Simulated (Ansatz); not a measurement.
# W: one change and its effect

System: W (Im-3m, 1 atom in the cell).
Method of run 1: DFT, LDA, PAW with Ansatz's default frozen-core files, scalar-relativistic, no spin polarisation (Ansatz 0.2.0).

The structure was built on a prototype by a generator; it need not be a known phase. Text and figures count atoms from 1; the logs count them from 0 in places.

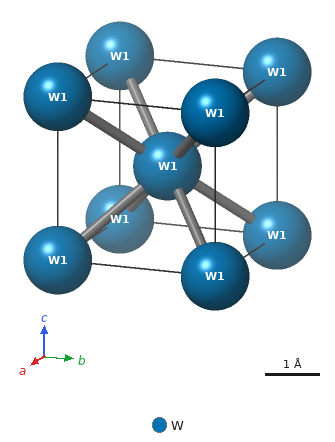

Fig. 1: The structure as given in the input (ball-and-stick view of the cell 2 times as large as that of the calculation, set on its symmetry axes, seen slightly off an axis; atoms are numbered from 1 in the order of the input). Near neighbours in the crystal (not all of them lie inside the picture): W has 8 W at 2.73 Å.

The input, run 1:
```yaml
crystal:
  lattice:
    - [-1.5784212184, 1.5784212184, 1.5784212184]
    - [1.5784212184, -1.5784212184, 1.5784212184]
    - [1.5784212184, 1.5784212184, -1.5784212184]
  atoms:
    - { symbol: W, position: [0.0, 0.0, 0.0] }
kpoints:
  mp_grid: { grid: [19, 19, 19] }
scf:
  occupations: { method: fermi_dirac, width: 0.1 }
hamiltonian:
  xc: lda
  pseudopotentials: { kind: paw }
output:
  forces: true
  stress: true
relax:
  f_tol: 0.005
  max_steps: 40
  cell: {}
```

Command:
```bash
ansatz run input.yaml --threads 2 --pin off --max-ram 4096MiB --backend cpu --events-out ev --progress --plain --runs-dir out
```

Hardware: 2 threads of Intel Xeon (Granite Rapids), 64 GiB of memory available, shared host.

Output, shortened to warnings, some set-up lines, iterations and results (run 1):
```
Basis set: ecut = 420 eV, 321 PW (Γ)
Symmetry: 48 space group operations
k-points: 220 of 6859
Initial density: superposition of atomic densities (neutral atoms: chi_scale 0, normalization atom), corrected by the library's trained network
[...]
SCF iter   1: F=—  HF=-10129.849873 eV  |F-HF|=—  |Δ(HF+E_count)|=         —  Δρ=5.06e-3  dr2=2.87e-3  ethr=1.77e-3  ⟨swp⟩=5.0  Hψ=12732  notcnv=0
SCF iter   2: F=—  HF=-10129.848706 eV  |F-HF|=—  |Δ(HF+E_count)|=   1.17e-3  Δρ=2.14e-3  dr2=2.69e-4  ethr=2.05e-5  ⟨swp⟩=1.7  Hψ=4573  notcnv=0
SCF iter   3: F=—  HF=-10129.848712 eV  |F-HF|=—  |Δ(HF+E_count)|=   6.04e-6  Δρ=5.71e-4  dr2=1.28e-5  ethr=1.92e-6  ⟨swp⟩=1.9  Hψ=2892  notcnv=0
SCF iter   4: F=—  HF=-10129.848714 eV  |F-HF|=—  |Δ(HF+E_count)|=   2.52e-6  Δρ=3.11e-5  dr2=9.96e-8  ethr=9.18e-8  ⟨swp⟩=1.2  Hψ=2556  notcnv=0
SCF iter   5: F=-10129.848714 eV  HF=-10129.848714 eV  |F-HF|=4.61e-9  |Δ(HF+E_count)|=   4.02e-8  Δρ=6.29e-6  dr2=5.35e-9  ethr=7.11e-10  ⟨swp⟩=2.0  Hψ=3921  notcnv=0
[... 22 lines ...]
SCF iter   2: F=—  HF=-10129.855646 eV  |F-HF|=—  |Δ(HF+E_count)|=   2.72e-7  Δρ=1.34e-5  dr2=6.59e-9  ethr=2.47e-10  ⟨swp⟩=2.2  Hψ=3665  notcnv=0
SCF iter   3: F=—  HF=-10129.855646 eV  |F-HF|=—  |Δ(HF+E_count)|=   1.10e-8  Δρ=1.06e-6  dr2=8.87e-11  ethr=4.70e-11  ⟨swp⟩=2.6  Hψ=3142  notcnv=0
SCF iter   4: F=-10129.855646 eV  HF=-10129.855646 eV  |F-HF|=3.64e-12  |Δ(HF+E_count)|=  6.73e-11  Δρ=2.48e-7  dr2=2.28e-12  ethr=1.00e-12  ⟨swp⟩=6.0  Hψ=9654  notcnv=0
SCF 5 converged in 4 iterations: F = -10129.855646 eV  dr2 = 2.28e-12
relax step   5: F+E_penalty+E_count = -10129.85564615 eV  Δ(F+E_penalty+E_count) = +7.833e-5 eV  max|allowed force component| = 0.000e0 eV/Å  Δτ_max = 0.0000 Å  P = +0.020 …
basis re-selected at this cell: Δ(F+E_penalty+E_count) = +7.833e-5 eV, ΔP = -0.001 GPa vs the last step (what re-selecting the basis moved, of the pressure what is left beyond the Pulay correction that the steps carried, after the strain that the cell walked since its last selection, with what the …
SCF converged after 4 iterations
Free energy (F): -10129.855646 eV
Harris-Foulkes:  -10129.855646 eV  (|F-HF|=3.64e-12)
Internal energy: -10129.841824 eV  (E = F + TS)
E sigma→0 (E₀):  -10129.848735 eV
Entropy (-TS):   -0.013822 eV (-13.822 meV/atom)
Fermi energy:    22.992235 eV
--- Per-component energies (eV) ---
  E_band       = -76.075729
  E_kinetic    = 452.082627
  E_local      = -585.440787  (includes V_loc(G=0)·N_el)
  E_nonlocal   = 6.384028
  E_hartree    = 210.453138
  E_xc         = -265.663847
  E_vxc        = -239.733600  (∫ρ·V_xc dr)
  E_paw        = -8309.737321  (= ΣΔE_a)
  E_vpaw       = -130.274213  (= ΣTr[D̂ρ^β])
  E_aug_tail   = -0.000070  (compensation charges beyond the density's cutoff)
  E_ewald      = -1638.202744
  E_core_change = 0.283153  (= ΣΔE_core)
  E_smearing   = -0.013822  (= −TS)
  E_closure    = 0.000000  (closes the sum)
  Σ components = -10129.855646   (vs F -10129.855646, Δ=0.00e0)
--- Forces (eV/Å), atoms counted from 1 ---
  atom   1  W     -0.00000000    -0.00000000    -0.00000000
  max |Σ_I F_I| component: 1.97e-31 eV/Å
--- Stress (GPa, compression-positive) ---
        0.020008      -0.000000       0.000000
        0.000000       0.020008      -0.000000
       -0.000000      -0.000000       0.020008
  P = ⅓ Tr σ = 0.0200 GPa (0.200 kbar)
--- Relaxed structure (4 steps of the walk, 3 accepted, 1 SCFs on fresh bases) ---
  F+E_penalty+E_count = -10129.85564615 eV   max|allowed force component| = 0.000e0 eV/Å   (the final SCF, on the basis selected at the relaxed cell)
  cell:  # Å, volume = 15.4039 Å³
    - [-1.5674371881824065, 1.5674371881824065, 1.5674371881824065]
    - [1.5674371881824065, -1.5674371881824065, 1.5674371881824065]
    - [1.5674371881824065, 1.5674371881824065, -1.5674371881824065]
  atoms:
    - { symbol: W, position: [0.0, 0.0, 0.0] }
```

For run 2 the input was changed thus:
```diff
+basis:
+  ecutwfc: "350 eV"
```

Predict how the results change.

The free energy of run 2 is 2.6 meV per atom higher, which measures how much it depends on this numerical setting. More plane waves can only lower the energy of a fixed Hamiltonian, so the higher cutoff gives the lower value. The SCF takes 28 iterations over all geometry steps against 22.

Output, shortened to warnings, some set-up lines, iterations and results (run 2):
```
Warning: basis.ecutwfc = 350 eV is below the records' recommended 420 eV, and the density's cutoff is lower with it unless basis.ecutrho_ratio is high enough to keep the records' density cutoff: compare with a run at a higher cutoff
Basis set: ecut = 350 eV, 225 PW (Γ)
Symmetry: 48 space group operations
k-points: 220 of 6859
Initial density: superposition of atomic densities (neutral atoms: chi_scale 0, normalization atom), corrected by the library's trained network
[...]
SCF iter   1: F=—  HF=-10129.847445 eV  |F-HF|=—  |Δ(HF+E_count)|=         —  Δρ=5.04e-3  dr2=2.87e-3  ethr=1.77e-3  ⟨swp⟩=5.0  Hψ=12746  notcnv=0
SCF iter   2: F=—  HF=-10129.846183 eV  |F-HF|=—  |Δ(HF+E_count)|=   1.26e-3  Δρ=2.12e-3  dr2=2.68e-4  ethr=2.05e-5  ⟨swp⟩=1.3  Hψ=4340  notcnv=0
SCF iter   3: F=—  HF=-10129.846186 eV  |F-HF|=—  |Δ(HF+E_count)|=   2.38e-6  Δρ=5.64e-4  dr2=1.28e-5  ethr=1.92e-6  ⟨swp⟩=1.9  Hψ=2780  notcnv=0
SCF iter   4: F=—  HF=-10129.846188 eV  |F-HF|=—  |Δ(HF+E_count)|=   1.97e-6  Δρ=2.84e-5  dr2=8.16e-8  ethr=9.15e-8  ⟨swp⟩=1.1  Hψ=2534  notcnv=0
SCF iter   5: F=-10129.846188 eV  HF=-10129.846188 eV  |F-HF|=6.16e-9  |Δ(HF+E_count)|=   2.97e-8  Δρ=7.02e-6  dr2=7.09e-9  ethr=5.83e-10  ⟨swp⟩=2.0  Hψ=3976  notcnv=0
[... 32 lines ...]
SCF iter   1: F=—  HF=-10129.853048 eV  |F-HF|=—  |Δ(HF+E_count)|=         —  Δρ=2.66e-6  dr2=2.72e-10  ethr=6.38e-8  ⟨swp⟩=3.0  Hψ=19385  notcnv=0
SCF iter   2: F=—  HF=-10129.853049 eV  |F-HF|=—  |Δ(HF+E_count)|=   8.77e-7  Δρ=1.43e-6  dr2=6.86e-11  ethr=1.95e-12  ⟨swp⟩=3.2  Hψ=4864  notcnv=0
SCF iter   3: F=-10129.853049 eV  HF=-10129.853049 eV  |F-HF|=1.82e-12  |Δ(HF+E_count)|=  1.00e-10  Δρ=1.88e-7  dr2=4.89e-12  ethr=1.00e-12  ⟨swp⟩=4.1  Hψ=9581  notcnv=0
SCF 7 converged in 3 iterations: F = -10129.853049 eV  dr2 = 4.89e-12
relax step   7: F+E_penalty+E_count = -10129.85304903 eV  Δ(F+E_penalty+E_count) = -1.819e-11 eV  max|allowed force component| = 0.000e0 eV/Å  Δτ_max = 0.0000 Å  P = -0.000 …
basis re-selected at this cell: Δ(F+E_penalty+E_count) = -1.819e-11 eV, ΔP = -0.000 GPa vs the last step (what re-selecting the basis moved, of the pressure what is left beyond the Pulay correction that the steps carried, after the strain that the cell walked since its last selection, with what the …
SCF converged after 3 iterations
Free energy (F): -10129.853049 eV
Harris-Foulkes:  -10129.853049 eV  (|F-HF|=1.82e-12)
Internal energy: -10129.839225 eV  (E = F + TS)
E sigma→0 (E₀):  -10129.846137 eV
Entropy (-TS):   -0.013824 eV (-13.824 meV/atom)
Fermi energy:    22.988923 eV
--- Per-component energies (eV) ---
  E_band       = -76.132986
  E_kinetic    = 452.093459
  E_local      = -585.531012  (includes V_loc(G=0)·N_el)
  E_nonlocal   = 6.353554
  E_hartree    = 210.471335
  E_xc         = -265.665840
  E_vxc        = -239.736914  (∫ρ·V_xc dr)
  E_paw        = -8309.721353  (= ΣΔE_a)
  E_vpaw       = -130.254608  (= ΣTr[D̂ρ^β])
  E_aug_tail   = -0.000189  (compensation charges beyond the density's cutoff)
  E_ewald      = -1638.122330
  E_core_change = 0.283153  (= ΣΔE_core)
  E_smearing   = -0.013824  (= −TS)
  E_closure    = 0.000000  (closes the sum)
  Σ components = -10129.853049   (vs F -10129.853049, Δ=0.00e0)
--- Forces (eV/Å), atoms counted from 1 ---
  atom   1  W      0.00000000    -0.00000000     0.00000000
  max |Σ_I F_I| component: 2.24e-30 eV/Å
--- Stress (GPa, compression-positive) ---
       -0.000384      -0.000000       0.000000
        0.000000      -0.000384      -0.000000
       -0.000000      -0.000000      -0.000384
  P = ⅓ Tr σ = -0.0004 GPa (-0.004 kbar)
--- Relaxed structure (5 steps of the walk, 4 accepted, 2 SCFs on fresh bases) ---
  F+E_penalty+E_count = -10129.85304903 eV   max|allowed force component| = 0.000e0 eV/Å   (the final SCF, on the basis selected at the relaxed cell)
  cell:  # Å, volume = 15.4062 Å³
    - [-1.5675141324196806, 1.5675141324196806, 1.5675141324196806]
    - [1.5675141324196806, -1.5675141324196806, 1.5675141324196806]
    - [1.5675141324196806, 1.5675141324196806, -1.5675141324196806]
  atoms:
    - { symbol: W, position: [0.0, 0.0, 0.0] }
```

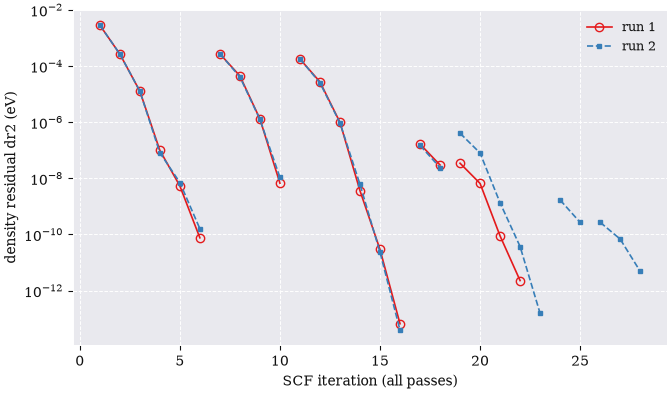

Fig. 2: Convergence of the two runs: density residual dr2 against the SCF iteration. A break in a curve parts two SCF passes. Run 1 takes 22 iterations in all, and run 2 takes 28.

The two runs side by side:

| quantity | run 1 | run 2 |
| --- | --- | --- |
| outcome | converged | converged |
| free energy per atom (eV) | −10129.8556 | −10129.8530 |
| energy per atom, smearing taken to zero (eV) | −10129.8487 | −10129.8461 |
| pressure (GPa) | 0.02 | 0.00 |
| largest force (eV/Å) | 0.000 | 0.000 |
| SCF iterations | 22 | 28 |
| irreducible k-points | 220 | 220 |
| wall time (shared host) | 2.3 s | 2.7 s |

For both runs: Spin–orbit coupling is left out, which matters for W. For run 2: These settings are looser than, or depart from, a standard set-up, so the numbers are not reference values for this system. Warnings: the cutoff is below the recommended one.
